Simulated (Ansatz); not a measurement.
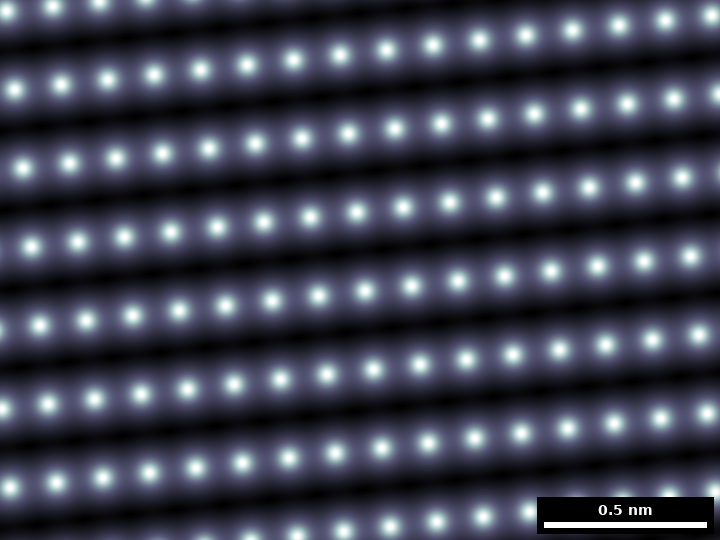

Projected-potential map of a crystal. Computed as the sum of neutral-atom potentials (tabulated electron scattering factors, B = 0.5 Å²) projected along the beam and smoothed by 0.25 Å; brighter is more positive. The display is stretched by a gamma of 0.6; percentages refer to the linear signal.

Measure the repeat of the pattern.

Answer. The pattern repeats on a rectangular net of 1.4 × 2.4 Å.

Which plane group does this projection have?

Answer. p2mm: mirror lines in two perpendicular directions, with twofold points where they cross.

How many columns does the smallest repeating cell hold, and how many levels of brightness?

Answer. 1 column in the primitive cell of 3.5 Å², all of one brightness.

The crystal is Al (P6_3/mmc, No. 194) seen along [210]. Structure: coordinates from a relaxation with DFT, BLYP, plane waves (420 eV) with PAW, scalar-relativistic in Ansatz 0.2.0; the starting structure was generated, so it need not be a known form of this composition.
